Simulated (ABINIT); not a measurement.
## Band-structure run of Ta (part 2 of 4)

Continued. System: Ta (Im-3m, 1 atom in the cell). Method: Kohn-Sham DFT of a periodic cell, BP86, spin-orbit coupling, JTH PAW PBE v2.0, no spin polarisation (ABINIT 10.8.3); cutoff 517.02 eV, 11×11×11 k-mesh, fermi-dirac of 0.05 eV. The structure derives from an entry of the Crystallography Open Database.

Geometry of the input (Å; fractional positions):
```
-1.6513  1.6513  1.6513
1.6513  -1.6513  1.6513
1.6513  1.6513  -1.6513
Ta 0.0000  0.0000  0.0000
```

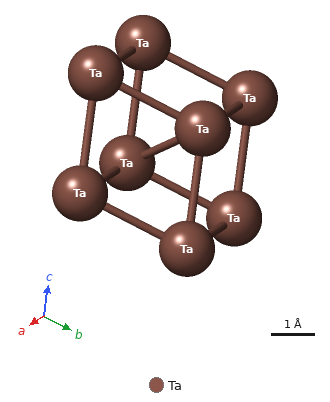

Fig. 1: The structure as given in the input (ball-and-stick view of the cell of the calculation, seen slightly off an axis).

### Log, continued
```
--- !DatasetInfo
iteration_state: {dtset: 2, }
dimensions: {natom: 1, nkpt: 30, mband: 34, nsppol: 1, nspinor: 2, nspden: 1, mpw: 490, }
cutoff_energies: {ecut:  19.0, pawecutdg:  38.0, }
electrons: {nelect:   1.30000000E+01, charge:   0.00000000E+00, occopt:   3.00000000E+00, tsmear:   1.83746611E-03, }
meta: {optdriver: 0, ionmov: 0, optcell: 0, iscf: -2, paral_kgb: 0, }
...

 mkfilename : getden/=0, take file _DEN from output of DATASET   1.

 Real(R)+Recip(G) space primitive vectors, cartesian coordinates (Bohr,Bohr^-1):
 R(1)= -3.1204670  3.1204670  3.1204670  G(1)=  0.0000000  0.1602324  0.1602324
 R(2)=  3.1204670 -3.1204670  3.1204670  G(2)=  0.1602324  0.0000000  0.1602324
 R(3)=  3.1204670  3.1204670 -3.1204670  G(3)=  0.1602324  0.1602324  0.0000000
 Unit cell volume ucvol=  1.2153987E+02 bohr^3
 Angles (23,13,12)=  1.09471221E+02  1.09471221E+02  1.09471221E+02 degrees

 Coarse grid specifications (used for wave-functions):

 getcut: wavevector=  0.0000  0.0000  0.0000  ngfft=  24  24  24
         ecut(hartree)=     19.000   => boxcut(ratio)=   2.26302

 getcut : COMMENT -
  Note that boxcut > 2.2 ; recall that boxcut=Gcut(box)/Gcut(sphere) = 2
  is sufficient for exact treatment of convolution.
  Such a large boxcut is a waste : you could raise ecut
  e.g. ecut=   24.326062 Hartrees makes boxcut=2

 Fine grid specifications (used for densities):

 getcut: wavevector=  0.0000  0.0000  0.0000  ngfft=  30  30  30
         ecut(hartree)=     38.000   => boxcut(ratio)=   2.00025
--------------------------------------------------------------------------------

================================================================================
 Non-SCF case, kpt    1 (  0.00000  0.00000  0.00000), residuals and eigenvalues=
  5.83E-12  4.59E-12  2.51E-12  4.80E-12  3.73E-12  4.86E-12  1.65E-12  4.58E-12
  7.16E-13  1.41E-12  1.59E-12  6.53E-12  2.36E-12  5.84E-12  2.13E-12  9.95E-12
  1.75E-12  3.20E-12  7.29E-12  9.03E-12  3.34E-12  9.53E-12  2.64E-12  6.18E-12
  5.25E-12  4.80E-12  3.79E-10  2.98E-08  1.31E-07  4.84E-08  7.14E-08  2.47E-07
  2.51E-10  3.12E-10
 -2.4326E+00 -2.4326E+00 -1.3819E+00 -1.3819E+00 -1.0852E+00 -1.0852E+00
 -1.0852E+00 -1.0852E+00 -2.5139E-01 -2.5139E-01  5.6743E-02  5.6743E-02
  5.6743E-02  5.6743E-02  7.2258E-02  7.2258E-02  1.8421E-01  1.8421E-01
  1.8421E-01  1.8421E-01  5.9228E-01  5.9228E-01  5.9228E-01  5.9228E-01
  5.9228E-01  5.9228E-01  9.9744E-01  9.9744E-01  9.9744E-01  9.9744E-01
  1.0268E+00  1.0268E+00  1.1143E+00  1.1143E+00
 Non-SCF case, kpt    2 (  0.07143 -0.07143  0.07143), residuals and eigenvalues=
  8.97E-12  4.61E-12  2.76E-12  6.34E-12  1.69E-12  6.40E-12  2.86E-12  4.06E-12
  2.39E-12  3.13E-12  1.40E-12  7.68E-12  1.47E-12  4.59E-12  4.71E-12  8.10E-12
  2.17E-12  7.49E-12  1.46E-12  2.74E-12  8.23E-12  3.76E-12  4.83E-12  1.75E-12
  4.79E-12  1.77E-12  3.26E-12  7.01E-12  2.03E-08  1.95E-08  1.13E-08  1.31E-08
  7.58E-07  1.60E-06
 -2.4322E+00 -2.4322E+00 -1.3832E+00 -1.3832E+00 -1.0884E+00 -1.0884E+00
 -1.0869E+00 -1.0869E+00 -2.3468E-01 -2.3468E-01  5.4598E-02  5.4598E-02
  5.9699E-02  5.9699E-02  7.5057E-02  7.5057E-02  1.5790E-01  1.5790E-01
  1.9333E-01  1.9333E-01  6.2066E-01  6.2066E-01  6.2089E-01  6.2089E-01
  6.2215E-01  6.2215E-01  8.4585E-01  8.4585E-01  1.0208E+00  1.0208E+00
  1.0315E+00  1.0315E+00  1.0940E+00  1.0940E+00
 Non-SCF case, kpt    3 (  0.14286 -0.14286  0.14286), residuals and eigenvalues=
  2.69E-12  4.64E-12  2.82E-12  7.46E-12  3.31E-12  7.74E-12  3.34E-12  6.84E-12
  1.06E-12  4.13E-12  3.16E-12  7.74E-12  3.65E-12  5.28E-12  3.22E-12  6.45E-12
  2.56E-12  6.61E-12  4.99E-12  9.37E-12  7.38E-12  4.68E-12  6.58E-12  6.10E-12
  9.34E-12  5.72E-12  4.52E-12  8.63E-13  6.86E-11  3.77E-09  1.81E-09  1.82E-07
  2.76E-07  4.95E-05
 -2.4311E+00 -2.4311E+00 -1.3866E+00 -1.3866E+00 -1.0966E+00 -1.0966E+00
 -1.0919E+00 -1.0919E+00 -1.8883E-01 -1.8883E-01  5.3459E-02  5.3459E-02
  6.2427E-02  6.2427E-02  8.9562E-02  8.9562E-02  1.0473E-01  1.0473E-01
  2.1501E-01  2.1501E-01  6.8101E-01  6.8101E-01  6.8410E-01  6.8410E-01
  6.9770E-01  6.9770E-01  6.9999E-01  6.9999E-01  9.6130E-01  9.6130E-01
  1.0240E+00  1.0240E+00  1.0941E+00  1.0941E+00
 Non-SCF case, kpt    4 (  0.21429 -0.21429  0.21429), residuals and eigenvalues=
  5.47E-12  8.96E-12  2.82E-12  5.88E-12  1.42E-12  9.90E-12  1.64E-12  8.90E-12
  9.55E-13  3.50E-12  1.41E-12  4.34E-12  1.71E-12  6.60E-12  2.04E-12  7.63E-12
  3.20E-12  3.08E-12  2.10E-12  4.42E-12  4.94E-12  8.32E-12  6.41E-12  8.74E-12
  6.40E-12  1.34E-12  8.32E-12  7.53E-12  4.60E-12  1.24E-11  3.43E-11  1.60E-10
  3.29E-04  9.18E-05
 -2.4295E+00 -2.4295E+00 -1.3910E+00 -1.3910E+00 -1.1062E+00 -1.1062E+00
 -1.0991E+00 -1.0991E+00 -1.2671E-01 -1.2671E-01  3.1106E-02  3.1106E-02
  6.3020E-02  6.3020E-02  7.7871E-02  7.7871E-02  1.3194E-01  1.3194E-01
  2.2667E-01  2.2667E-01  5.8518E-01  5.8518E-01  7.4851E-01  7.4851E-01
  7.6261E-01  7.6261E-01  7.8287E-01  7.8287E-01  8.9916E-01  8.9916E-01
  9.4456E-01  9.4456E-01  1.2186E+00  1.2321E+00
 Non-SCF case, kpt    5 (  0.28571 -0.28571  0.28571), residuals and eigenvalues=
  2.68E-12  3.84E-12  1.46E-12  4.85E-12  2.17E-12  6.46E-12  5.72E-12  9.38E-12
  2.56E-12  9.69E-12  4.36E-12  7.84E-12  3.25E-12  6.62E-12  2.42E-12  8.39E-12
  5.94E-13  1.63E-12  6.66E-12  7.39E-12  4.54E-12  9.97E-13  2.29E-12  4.76E-12
  2.12E-12  1.92E-12  2.41E-11  2.58E-10  1.25E-06  8.27E-07  8.04E-07  2.08E-06
  1.88E-05  3.12E-05
 -2.4279E+00 -2.4279E+00 -1.3954E+00 -1.3954E+00 -1.1141E+00 -1.1141E+00
 -1.1072E+00 -1.1072E+00 -7.4023E-02 -7.4023E-02 -2.4446E-02 -2.4446E-02
  8.9984E-02  8.9984E-02  1.0828E-01  1.0828E-01  1.7833E-01  1.7833E-01
  2.1561E-01  2.1561E-01  5.9374E-01  5.9374E-01  6.7171E-01  6.7171E-01
  7.1527E-01  7.1527E-01  8.0537E-01  8.0537E-01  1.0025E+00  1.0025E+00
  1.0228E+00  1.0228E+00  1.0609E+00  1.0609E+00
 Non-SCF case, kpt    6 (  0.35714 -0.35714  0.35714), residuals and eigenvalues=
  2.21E-12  2.87E-12  7.99E-12  9.05E-12  1.32E-12  8.31E-12  1.97E-12  2.92E-12
  1.36E-12  6.70E-12  8.57E-13  4.35E-12  2.57E-12  2.37E-12  1.06E-12  2.49E-12
  2.07E-12  5.95E-12  7.50E-13  4.29E-12  7.47E-13  2.25E-12  1.06E-12  2.04E-12
  4.66E-12  9.19E-12  4.77E-11  1.71E-10  2.15E-10  2.72E-10  1.32E-06  5.41E-06
  1.13E-04  7.67E-04
 -2.4265E+00 -2.4265E+00 -1.3989E+00 -1.3989E+00 -1.1189E+00 -1.1189E+00
 -1.1146E+00 -1.1146E+00 -6.6957E-02 -6.6957E-02 -6.6457E-02 -6.6457E-02
  1.3733E-01  1.3733E-01  1.6032E-01  1.6032E-01  2.2854E-01  2.2854E-01
  2.4003E-01  2.4003E-01  5.4184E-01  5.4184E-01  5.8725E-01  5.8725E-01
  6.6429E-01  6.6429E-01  8.4793E-01  8.4793E-01  9.0336E-01  9.0336E-01
  1.0418E+00  1.0418E+00  1.1566E+00  1.1604E+00
 Non-SCF case, kpt    7 (  0.42857 -0.42857  0.42857), residuals and eigenvalues=
  2.38E-12  4.69E-12  4.07E-12  7.78E-12  5.47E-12  3.56E-12  1.58E-12  9.42E-12
  3.77E-12  9.14E-12  2.79E-12  7.24E-12  3.74E-12  9.48E-12  2.24E-12  4.46E-12
  2.04E-12  2.87E-12  5.19E-12  5.28E-12  1.74E-12  4.30E-12  1.29E-12  3.54E-12
  1.41E-12  4.86E-12  2.88E-12  6.59E-12  7.85E-12  6.70E-13  1.30E-11  1.33E-10
  5.52E-05  4.13E-04
 -2.4256E+00 -2.4256E+00 -1.4011E+00 -1.4011E+00 -1.1211E+00 -1.1211E+00
 -1.1197E+00 -1.1197E+00 -9.3260E-02 -9.3260E-02 -8.9796E-02 -8.9796E-02
  2.0624E-01  2.0624E-01  2.3093E-01  2.3093E-01  2.7112E-01  2.7112E-01
  3.0876E-01  3.0876E-01  4.2436E-01  4.2436E-01  4.6373E-01  4.6373E-01
  6.6192E-01  6.6192E-01  8.5977E-01  8.5977E-01  8.7623E-01  8.7623E-01
  9.7146E-01  9.7146E-01  1.2893E+00  1.2911E+00
 Non-SCF case, kpt    8 (  0.50000 -0.50000  0.50000), residuals and eigenvalues=
  8.00E-12  1.92E-12  5.28E-12  2.39E-12  5.56E-12  8.37E-12  7.89E-12  5.65E-12
  1.07E-12  3.16E-12  9.76E-12  5.19E-12  8.70E-12  4.07E-12  5.15E-12  2.76E-12
  1.57E-12  2.25E-12  4.98E-12  7.38E-12  4.27E-12  7.26E-12  4.90E-12  1.08E-12
  3.07E-12  1.48E-12  1.29E-12  8.65E-12  7.76E-12  2.39E-11  9.07E-11  1.07E-10
  2.75E-04  1.58E-03
 -2.4253E+00 -2.4253E+00 -1.4018E+00 -1.4018E+00 -1.1216E+00 -1.1216E+00
 -1.1216E+00 -1.1216E+00 -1.0214E-01 -1.0214E-01 -1.0214E-01 -1.0214E-01
  2.7861E-01  2.7861E-01  2.7861E-01  2.7861E-01  3.0134E-01  3.0134E-01
  3.0830E-01  3.0830E-01  3.8469E-01  3.8469E-01  3.8469E-01  3.8469E-01
  6.1062E-01  6.1062E-01  8.8641E-01  8.8641E-01  8.8641E-01  8.8641E-01
  9.4425E-01  9.4425E-01  1.3397E+00  1.3444E+00
 Non-SCF case, kpt    9 (  0.40000 -0.40000  0.50000), residuals and eigenvalues=
  2.29E-12  4.53E-12  1.19E-12  3.21E-12  4.52E-12  6.33E-12  6.81E-12  9.25E-12
  1.90E-12  8.96E-12  2.03E-12  4.31E-12  3.30E-12  5.87E-12  2.95E-12  4.61E-12
  9.48E-13  1.49E-12  3.12E-12  6.31E-12  4.12E-12  6.50E-12  3.53E-12  9.92E-12
  4.52E-13  3.44E-12  5.08E-12  2.59E-12  5.84E-12  1.17E-12  2.11E-11  1.84E-10
  8.50E-05  1.56E-03
 -2.4256E+00 -2.4256E+00 -1.4011E+00 -1.4011E+00 -1.1219E+00 -1.1219E+00
 -1.1190E+00 -1.1190E+00 -9.2923E-02 -9.2923E-02 -9.0190E-02 -9.0190E-02
  1.9640E-01  1.9640E-01  2.2125E-01  2.2125E-01  2.8981E-01  2.8981E-01
  3.4737E-01  3.4737E-01  3.9977E-01  3.9977E-01  4.4153E-01  4.4153E-01
  6.7281E-01  6.7281E-01  8.6055E-01  8.6055E-01  8.7097E-01  8.7097E-01
  9.7120E-01  9.7120E-01  1.2671E+00  1.2680E+00
 Non-SCF case, kpt   10 (  0.30000 -0.30000  0.50000), residuals and eigenvalues=
  2.48E-12  4.03E-12  2.26E-12  3.30E-12  1.64E-12  9.18E-12  2.57E-12  2.56E-12
  2.20E-12  9.64E-12  4.08E-12  7.94E-12  9.54E-13  3.97E-12  1.25E-12  7.64E-12
  3.06E-12  9.61E-12  8.94E-13  4.78E-12  1.77E-12  5.23E-12  9.13E-13  1.61E-12
  2.34E-12  7.44E-12  3.38E-12  1.14E-12  4.23E-12  1.44E-11  1.09E-08  2.48E-08
  2.03E-06  4.20E-06
 -2.4263E+00 -2.4263E+00 -1.3994E+00 -1.3994E+00 -1.1226E+00 -1.1226E+00
 -1.1122E+00 -1.1122E+00 -7.3725E-02 -7.3725E-02 -5.5824E-02 -5.5824E-02
  1.0871E-01  1.0871E-01  1.3055E-01  1.3055E-01  2.9723E-01  2.9723E-01
  3.4429E-01  3.4429E-01  4.2423E-01  4.2423E-01  5.2056E-01  5.2056E-01
  7.4076E-01  7.4076E-01  8.1767E-01  8.1767E-01  8.8662E-01  8.8662E-01
  1.0367E+00  1.0367E+00  1.1437E+00  1.1437E+00
 Non-SCF case, kpt   11 (  0.20000 -0.20000  0.50000), residuals and eigenvalues=
  3.11E-12  8.43E-12  1.23E-12  7.02E-12  3.26E-12  5.54E-12  1.43E-12  2.37E-12
  3.88E-12  8.17E-12  1.02E-12  8.13E-12  1.65E-12  2.48E-12  1.05E-12  1.96E-12
  1.20E-12  5.79E-12  1.69E-12  3.86E-12  6.33E-13  2.79E-12  2.96E-12  2.91E-12
  1.76E-12  5.99E-12  5.97E-12  7.92E-12  3.95E-10  4.97E-09  4.84E-09  5.07E-08
  2.58E-09  2.41E-08
 -2.4273E+00 -2.4273E+00 -1.3973E+00 -1.3973E+00 -1.1232E+00 -1.1232E+00
 -1.1034E+00 -1.1034E+00 -7.8304E-02 -7.8304E-02 -3.1977E-03 -3.1977E-03
  4.1947E-02  4.1947E-02  1.0131E-01  1.0131E-01  3.0431E-01  3.0431E-01
  3.1470E-01  3.1470E-01  4.4457E-01  4.4457E-01  5.8662E-01  5.8662E-01
  6.5229E-01  6.5229E-01  8.0580E-01  8.0580E-01  1.0311E+00  1.0311E+00
  1.0589E+00  1.0589E+00  1.0704E+00  1.0704E+00
 Non-SCF case, kpt   12 (  0.10000 -0.10000  0.50000), residuals and eigenvalues=
  1.45E-12  3.33E-12  1.46E-12  4.23E-12  1.30E-12  3.21E-12  2.22E-12  7.02E-12
  2.42E-12  5.74E-12  1.16E-12  4.62E-12  1.06E-12  5.84E-12  8.42E-13  8.86E-12
  2.35E-12  4.74E-12  2.79E-12  4.06E-12  2.85E-12  9.35E-12  3.80E-12  5.40E-12
  1.69E-12  5.85E-12  1.42E-11  5.60E-11  8.09E-08  5.40E-07  9.39E-08  2.51E-07
  7.24E-06  9.70E-05
 -2.4281E+00 -2.4281E+00 -1.3957E+00 -1.3957E+00 -1.1235E+00 -1.1235E+00
 -1.0959E+00 -1.0959E+00 -1.0869E-01 -1.0869E-01 -4.5423E-03 -4.5423E-03
  5.9370E-02  5.9370E-02  1.4462E-01  1.4462E-01  2.5422E-01  2.5422E-01
  3.1825E-01  3.1825E-01  4.5968E-01  4.5968E-01  5.3628E-01  5.3628E-01
  6.3760E-01  6.3760E-01  8.3595E-01  8.3595E-01  1.0186E+00  1.0186E+00
  1.0321E+00  1.0321E+00  1.1396E+00  1.1397E+00
 Non-SCF case, kpt   13 (  0.00000  0.00000  0.50000), residuals and eigenvalues=
  4.15E-12  3.94E-12  1.79E-12  6.12E-12  1.09E-12  8.81E-12  1.69E-12  6.91E-12
  1.89E-12  7.47E-12  4.01E-12  2.79E-12  1.35E-12  4.69E-12  3.46E-12  7.46E-12
  1.41E-12  1.56E-12  1.55E-12  4.84E-12  2.84E-12  7.75E-12  4.87E-12  5.12E-12
  6.79E-12  4.62E-12  6.62E-10  4.16E-09  3.13E-07  1.30E-06  5.17E-07  7.45E-06
  9.49E-05  2.24E-03
 -2.4284E+00 -2.4284E+00 -1.3951E+00 -1.3951E+00 -1.1236E+00 -1.1236E+00
 -1.0930E+00 -1.0930E+00 -1.2301E-01 -1.2301E-01 -2.0681E-02 -2.0681E-02
  9.9798E-02  9.9798E-02  1.7754E-01  1.7754E-01  2.1545E-01  2.1545E-01
  3.2195E-01  3.2195E-01  4.6654E-01  4.6654E-01  4.7931E-01  4.7931E-01
  6.5639E-01  6.5639E-01  8.6507E-01  8.6507E-01  9.9899E-01  9.9899E-01
  1.0206E+00  1.0206E+00  1.1290E+00  1.1445E+00
 Non-SCF case, kpt   14 (  0.00000  0.00000  0.40000), residuals and eigenvalues=
  7.47E-12  9.19E-12  4.03E-12  6.00E-12  6.91E-12  9.88E-12  1.69E-12  4.86E-12
  3.80E-12  5.81E-12  8.58E-13  1.52E-12  3.09E-12  9.06E-12  1.89E-12  2.23E-12
  2.00E-12  6.36E-12  1.79E-12  2.96E-12  2.60E-12  8.47E-12  1.85E-12  5.13E-12
  4.78E-12  6.31E-12  2.84E-12  5.33E-12  4.96E-12  6.97E-11  1.21E-10  5.78E-10
  1.86E-10  1.87E-09
 -2.4288E+00 -2.4288E+00 -1.3938E+00 -1.3938E+00 -1.1203E+00 -1.1203E+00
 -1.0923E+00 -1.0923E+00 -1.2452E-01 -1.2452E-01 -1.4411E-02 -1.4411E-02
  6.5373E-02  6.5373E-02  1.7949E-01  1.7949E-01  2.0925E-01  2.0925E-01
  2.7833E-01  2.7833E-01  4.9778E-01  4.9778E-01  5.1389E-01  5.1389E-01
  7.1773E-01  7.1773E-01  9.0139E-01  9.0139E-01  9.2985E-01  9.2985E-01
  9.8678E-01  9.8678E-01  9.9713E-01  9.9713E-01
 Non-SCF case, kpt   15 (  0.00000  0.00000  0.30000), residuals and eigenvalues=
```
